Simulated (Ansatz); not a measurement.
## Run report: AlN, geometry relaxation (part 3 of 3)

AlN (slab, 16 atoms in the cell); DFT PBEsol, scalar-relativistic, plane waves, PAW, no spin polarisation (Ansatz 0.2.0); cutoff 420 eV, 5×9×1 k-mesh, Gaussian smearing of 0.05 eV. The structure derives from an entry of the Crystallography Open Database. The input holds or restrains some coordinates. Forces given for the steps count only the free coordinates. It belongs to a series of runs on one base structure; here: upper atoms moved at random (sigma 0.25 Å), then relaxed.

Geometry of the input (Å; fractional positions):
```
6.2274  0.0000  0.0000
-1.5568  2.6965  0.0000
0.0000  0.0000  23.0632
N  0.1667  0.6667  0.3252
N  0.6667  0.6667  0.3252
Al 0.3333  0.3333  0.3507
Al 0.8333  0.3333  0.3507
N  0.3333  0.3333  0.4332
N  0.8333  0.3333  0.4332
Al 0.1667  0.6667  0.4587
Al 0.6667  0.6667  0.4587
N  0.1569  0.6734  0.5486
N  0.6590  0.6492  0.5455
Al 0.3230  0.3172  0.5672
Al 0.8197  0.3326  0.5636
N  0.4019  0.4992  0.6442
N  0.8500  0.4529  0.6362
Al 0.0883  0.6772  0.6811
Al 0.6547  0.4988  0.6899
```

Trajectory as extended XYZ, continued:
```
16
Lattice="6.2274 0.0000 0.0000 -1.5568 2.6965 0.0000 0.0000 0.0000 23.0632" Properties=species:S:1:pos:R:3:forces:R:3 step=3 energy=-7237.94646
N     0.0000    1.7977    7.5000   -0.0199  -0.0119   1.7736
N     3.1137    1.7977    7.5000    0.0129   0.0033   1.7944
Al    1.5568    0.8988    8.0881   -0.0093   0.0000  -2.0484
Al    4.6705    0.8988    8.0881    0.0068   0.0074  -2.1146
N     1.5568    0.8988    9.9917   -0.0956  -0.0330   0.7455
N     4.6705    0.8988    9.9917    0.0533   0.0271   1.0956
Al    0.0000    1.7977   10.5798    0.1690   0.1817  -0.4016
Al    3.1137    1.7977   10.5798   -0.3312  -0.1480  -0.7798
N    -0.0353    1.8231   12.5316    0.2509  -0.2407   0.0068
N     3.0580    1.7748   12.4816   -0.3860   0.2847   0.0129
Al    1.5150    0.9014   13.1351   -0.1514   0.5734  -0.8622
Al    4.6003    0.8912   12.9924    0.5833   0.0210  -0.5070
N     1.4985    1.1583   15.1133   -0.6175  -1.3321   1.2251
N     4.6453    1.1325   14.7867   -0.3090  -1.2979   1.6740
Al   -0.2450    1.9405   15.5915    1.6354   0.5004  -1.1025
Al    3.2325    1.4346   15.8137   -0.7922   1.4644  -0.5122
16
Lattice="6.2274 0.0000 0.0000 -1.5568 2.6965 0.0000 0.0000 0.0000 23.0632" Properties=species:S:1:pos:R:3:forces:R:3 step=4 energy=-7238.96126
N     0.0000    1.7977    7.5000   -0.0137  -0.0091   1.8409
N     3.1137    1.7977    7.5000    0.0079   0.0014   1.8657
Al    1.5568    0.8988    8.0881   -0.0081   0.0008  -2.2512
Al    4.6705    0.8988    8.0881    0.0038   0.0062  -2.3236
N     1.5568    0.8988    9.9917   -0.0850  -0.0276   1.2382
N     4.6705    0.8988    9.9917    0.0469   0.0382   1.4997
Al    0.0000    1.7977   10.5798    0.1144   0.1598  -1.0718
Al    3.1137    1.7977   10.5798   -0.2602  -0.0964  -1.2865
N    -0.0250    1.8265   12.5168   -0.1234   0.0144   0.7379
N     3.0562    1.7932   12.4771    0.0983   0.0290   0.7130
Al    1.5129    0.9291   13.0991    0.0585   0.1109  -0.6507
Al    4.6193    0.8929   13.0147    0.1426   0.2460  -0.2655
N     1.4479    1.0450   15.1625    0.7657  -0.3305  -0.1695
N     4.6505    1.0089   14.8900   -0.0839  -1.4319   1.1222
Al   -0.1392    1.9299   15.5029   -0.0659  -0.4974  -0.5217
Al    3.1804    1.6184   15.7722   -0.5973   1.7868  -0.4838
16
Lattice="6.2274 0.0000 0.0000 -1.5568 2.6965 0.0000 0.0000 0.0000 23.0632" Properties=species:S:1:pos:R:3:forces:R:3 step=5 energy=-7239.53150
N     0.0000    1.7977    7.5000   -0.0033  -0.0020   1.9227
N     3.1137    1.7977    7.5000    0.0010  -0.0028   1.9403
Al    1.5568    0.8988    8.0881   -0.0076   0.0013  -2.4720
Al    4.6705    0.8988    8.0881    0.0031   0.0049  -2.5035
N     1.5568    0.8988    9.9917   -0.0735  -0.0173   1.7244
N     4.6705    0.8988    9.9917    0.0382   0.0331   1.8193
Al    0.0000    1.7977   10.5798    0.0031   0.1055  -1.2667
Al    3.1137    1.7977   10.5798   -0.1411  -0.0344  -1.3773
N    -0.0287    1.8271   12.5425   -0.1756   0.0617   0.5787
N     3.0675    1.8026   12.5021    0.2207  -0.0624   0.5197
Al    1.5198    0.9394   13.0684    0.1287  -0.0798  -0.2347
Al    4.6274    0.8935   13.0379   -0.0500   0.1672  -0.1894
N     1.4677    0.9861   15.1512    0.8464   0.0761  -0.4696
N     4.6370    0.8958   14.9720   -0.0596  -0.0811   0.3456
Al   -0.0931    1.8850   15.4482   -0.4220  -0.5727  -0.1007
Al    3.1407    1.7989   15.7088   -0.3084   0.4024  -0.2413
16
Lattice="6.2274 0.0000 0.0000 -1.5568 2.6965 0.0000 0.0000 0.0000 23.0632" Properties=species:S:1:pos:R:3:forces:R:3 step=6 energy=-7239.64543
N     0.0000    1.7977    7.5000    0.0031   0.0011   1.9722
N     3.1137    1.7977    7.5000   -0.0053  -0.0039   1.9734
Al    1.5568    0.8988    8.0881   -0.0013  -0.0001  -2.5888
Al    4.6705    0.8988    8.0881    0.0031   0.0023  -2.5663
N     1.5568    0.8988    9.9917   -0.0185  -0.0070   1.9704
N     4.6705    0.8988    9.9917    0.0126   0.0107   1.9064
Al    0.0000    1.7977   10.5798   -0.0474  -0.0125  -1.2657
Al    3.1137    1.7977   10.5798    0.0268   0.0283  -1.3425
N    -0.0081    1.8005   12.5534    0.0362   0.0175   0.0402
N     3.1111    1.8028   12.5287   -0.0304  -0.0164  -0.0145
Al    1.5625    0.9100   13.0235   -0.0546  -0.0315  -0.1216
Al    4.6530    0.8959   13.0347    0.0666   0.0354  -0.0554
N     1.5587    0.9142   15.0011   -0.0343  -0.0311   0.2342
N     4.6511    0.8995   15.0031    0.0722   0.0507   0.0316
Al   -0.0164    1.8026   15.4159    0.1078   0.0476  -0.2177
Al    3.1142    1.8105   15.6131   -0.1368  -0.0908   0.0425
16
Lattice="6.2274 0.0000 0.0000 -1.5568 2.6965 0.0000 0.0000 0.0000 23.0632" Properties=species:S:1:pos:R:3:forces:R:3 step=7 energy=-7239.66208
N     0.0000    1.7977    7.5000    0.0065   0.0026   2.0049
N     3.1137    1.7977    7.5000   -0.0082  -0.0058   2.0070
Al    1.5568    0.8988    8.0881   -0.0046  -0.0029  -2.6679
Al    4.6705    0.8988    8.0881    0.0077   0.0041  -2.6285
N     1.5568    0.8988    9.9917   -0.0323  -0.0176   2.1150
N     4.6705    0.8988    9.9917    0.0301   0.0187   2.0116
Al    0.0000    1.7977   10.5798   -0.0540  -0.0296  -1.4508
Al    3.1137    1.7977   10.5798    0.0527   0.0317  -1.4890
N    -0.0016    1.7976   12.5559   -0.0116  -0.0037   0.0914
N     3.1143    1.7988   12.5210    0.0192   0.0038   0.0115
Al    1.5684    0.9067   13.0040    0.0760   0.0380  -0.0099
Al    4.6572    0.8915   13.0255   -0.0740  -0.0327   0.0457
N     1.5665    0.9060   15.0026    0.0235   0.0124  -0.1050
N     4.6560    0.8918   14.9973    0.0962   0.0461  -0.0345
Al   -0.0022    1.7980   15.3288   -0.1217  -0.0742  -0.0656
Al    3.1143    1.7982   15.6311   -0.0054   0.0091   0.1641
16
Lattice="6.2274 0.0000 0.0000 -1.5568 2.6965 0.0000 0.0000 0.0000 23.0632" Properties=species:S:1:pos:R:3:forces:R:3 step=8 energy=-7239.67434
N     0.0000    1.7977    7.5000    0.0129   0.0062   2.0106
N     3.1137    1.7977    7.5000   -0.0148  -0.0097   2.0088
Al    1.5568    0.8988    8.0881   -0.0074  -0.0047  -2.6960
Al    4.6705    0.8988    8.0881    0.0106   0.0057  -2.6190
N     1.5568    0.8988    9.9917   -0.0481  -0.0268   2.1797
N     4.6705    0.8988    9.9917    0.0466   0.0283   1.9829
Al    0.0000    1.7977   10.5798   -0.1123  -0.0644  -1.3525
Al    3.1137    1.7977   10.5798    0.1122   0.0657  -1.5242
N    -0.0044    1.7954   12.5809    0.0030   0.0021  -0.0577
N     3.1178    1.8005   12.5113    0.0140   0.0081  -0.0202
Al    1.5812    0.9132   12.9953   -0.0365  -0.0210   0.1691
Al    4.6433    0.8836   13.0383    0.0439   0.0254   0.1382
N     1.5774    0.9114   15.0025    0.0227   0.0095  -0.0398
N     4.6535    0.8900   15.0069   -0.0650  -0.0392   0.0928
Al   -0.0048    1.7954   15.2527   -0.0070  -0.0009  -0.1268
Al    3.1118    1.7973   15.7141    0.0253   0.0155  -0.1461
16
Lattice="6.2274 0.0000 0.0000 -1.5568 2.6965 0.0000 0.0000 0.0000 23.0632" Properties=species:S:1:pos:R:3:forces:R:3 step=9 energy=-7239.67878
N     0.0000    1.7977    7.5000    0.0145   0.0070   2.0200
N     3.1137    1.7977    7.5000   -0.0160  -0.0105   2.0171
Al    1.5568    0.8988    8.0881   -0.0082  -0.0053  -2.7223
Al    4.6705    0.8988    8.0881    0.0114   0.0060  -2.6360
N     1.5568    0.8988    9.9917   -0.0516  -0.0286   2.2315
N     4.6705    0.8988    9.9917    0.0502   0.0306   2.0126
Al    0.0000    1.7977   10.5798   -0.1229  -0.0706  -1.3822
Al    3.1137    1.7977   10.5798    0.1228   0.0716  -1.5206
N    -0.0057    1.7946   12.5850    0.0184   0.0101   0.0173
N     3.1194    1.8013   12.5130   -0.0184  -0.0098  -0.0046
Al    1.5813    0.9132   13.0009    0.0457   0.0270  -0.0232
Al    4.6429    0.8833   13.0444   -0.0293  -0.0176   0.0265
N     1.5780    0.9114   14.9896    0.0179   0.0114  -0.0194
N     4.6502    0.8878   15.0121    0.0137   0.0074  -0.0064
Al   -0.0043    1.7956   15.2146   -0.0322  -0.0198   0.0003
Al    3.1098    1.7960   15.7075   -0.0157  -0.0089  -0.0132
16
Lattice="6.2274 0.0000 0.0000 -1.5568 2.6965 0.0000 0.0000 0.0000 23.0632" Properties=species:S:1:pos:R:3:forces:R:3 step=10 energy=-7239.67900
N     0.0000    1.7977    7.5000    0.0152   0.0073   2.0231
N     3.1137    1.7977    7.5000   -0.0166  -0.0109   2.0195
Al    1.5568    0.8988    8.0881   -0.0085  -0.0055  -2.7285
Al    4.6705    0.8988    8.0881    0.0117   0.0063  -2.6377
N     1.5568    0.8988    9.9917   -0.0516  -0.0287   2.2425
N     4.6705    0.8988    9.9917    0.0503   0.0309   2.0142
Al    0.0000    1.7977   10.5798   -0.1322  -0.0765  -1.3917
Al    3.1137    1.7977   10.5798    0.1330   0.0778  -1.5681
N    -0.0043    1.7951   12.5850   -0.0312  -0.0135   0.0183
N     3.1191    1.8013   12.5093    0.0304   0.0143   0.0088
Al    1.5848    0.9151   12.9945   -0.0339  -0.0223  -0.0009
Al    4.6400    0.8816   13.0440    0.0234   0.0160  -0.0193
N     1.5759    0.9101   14.9794    0.0008  -0.0009   0.0142
N     4.6464    0.8858   15.0077   -0.0007  -0.0048   0.0029
Al   -0.0083    1.7930   15.1993    0.0089   0.0079  -0.0026
Al    3.1036    1.7924   15.7032    0.0010   0.0028   0.0050
16
Lattice="6.2274 0.0000 0.0000 -1.5568 2.6965 0.0000 0.0000 0.0000 23.0632" Properties=species:S:1:pos:R:3:forces:R:3 step=11 energy=-7239.67912
N     0.0000    1.7977    7.5000    0.0153   0.0074   2.0248
N     3.1137    1.7977    7.5000   -0.0167  -0.0110   2.0213
Al    1.5568    0.8988    8.0881   -0.0087  -0.0056  -2.7328
Al    4.6705    0.8988    8.0881    0.0119   0.0063  -2.6415
N     1.5568    0.8988    9.9917   -0.0529  -0.0292   2.2511
N     4.6705    0.8988    9.9917    0.0513   0.0313   2.0212
Al    0.0000    1.7977   10.5798   -0.1321  -0.0758  -1.3871
Al    3.1137    1.7977   10.5798    0.1312   0.0764  -1.5539
N    -0.0056    1.7947   12.5873    0.0001  -0.0002  -0.0014
N     3.1194    1.8013   12.5108    0.0022   0.0010  -0.0053
Al    1.5835    0.9145   12.9966   -0.0038  -0.0024  -0.0035
Al    4.6405    0.8818   13.0439    0.0019   0.0015   0.0075
N     1.5767    0.9107   14.9831   -0.0013   0.0001  -0.0014
N     4.6473    0.8859   15.0092   -0.0016   0.0001  -0.0024
Al   -0.0076    1.7937   15.2015    0.0017  -0.0003   0.0017
Al    3.1053    1.7932   15.7047    0.0015   0.0005   0.0015
```

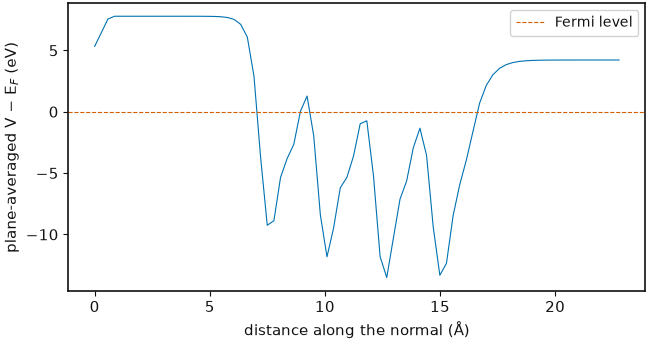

Plane average of the electrostatic potential energy of an electron across the cell, from the Fermi level. The vacuum level lies 4.21 eV above the Fermi level on the upper side and 7.78 eV on the lower.

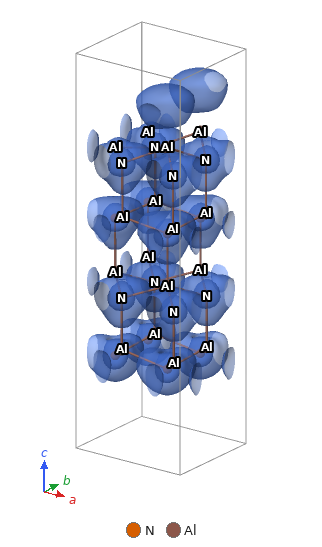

Isosurface of the electron localisation function at 0.75 (blue), seen slightly off an axis. Core shells and regions of very low density are left out. Sticks mark near contacts. Values along the shortest contacts: Al–N (1.83 Å): the ELF is about 0.85 at the midpoint. Al–N (1.88 Å): the ELF is about 0.85 at the midpoint. The fields are those of the smooth PAW valence density.

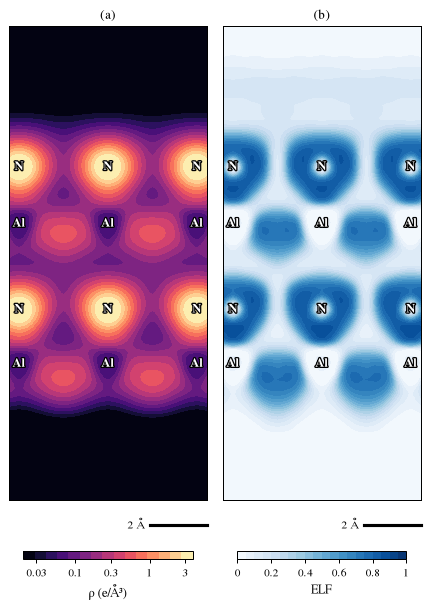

(a) valence charge density (pseudo); (b) ELF on the (100) plane of the calculation cell, a cut from vacuum to vacuum. The section cuts through Al and N sites. Al–N (1.90 Å): ρ at the midpoint is about 0.63 e/Å³; the ELF is about 0.85 at the midpoint. Al–N (1.90 Å): the density is about 0.63 e/Å³ at the midpoint; the ELF is about 0.85 at the midpoint. Al–N (1.99 Å): ρ is about 0.56 e/Å³ halfway; the ELF is about 0.85 at the midpoint. The density dies away to nearly zero in the vacuum.

Key numbers:

```json
{"quantity": "outcome", "value": "converged under the restraints of the input"}
{"quantity": "electrons treated", "value": "64"}
{"quantity": "free energy", "value": "−7239.6791 eV"}
{"quantity": "work function, top face", "value": "4.21 eV"}
{"quantity": "work function, bottom face", "value": "7.78 eV"}
{"quantity": "Fermi energy", "value": "0.556 eV"}
{"quantity": "gap on the k-point mesh", "value": "none (metallic)"}
{"quantity": "final volume", "value": "387.29 Å³"}
{"quantity": "work function (upper face)", "value": "4.21 eV"}
{"quantity": "largest force (length of the vector) at the end, held atoms and coordinates included", "value": "2.733 eV/Å"}
{"quantity": "wall time", "value": "4.4 min (CPU time 8.7 min)"}
{"quantity": "peak memory", "value": "0.85 GiB"}
```

Notes:

Warnings of the run: the exchange-correlation potential is rough where the density is thin.
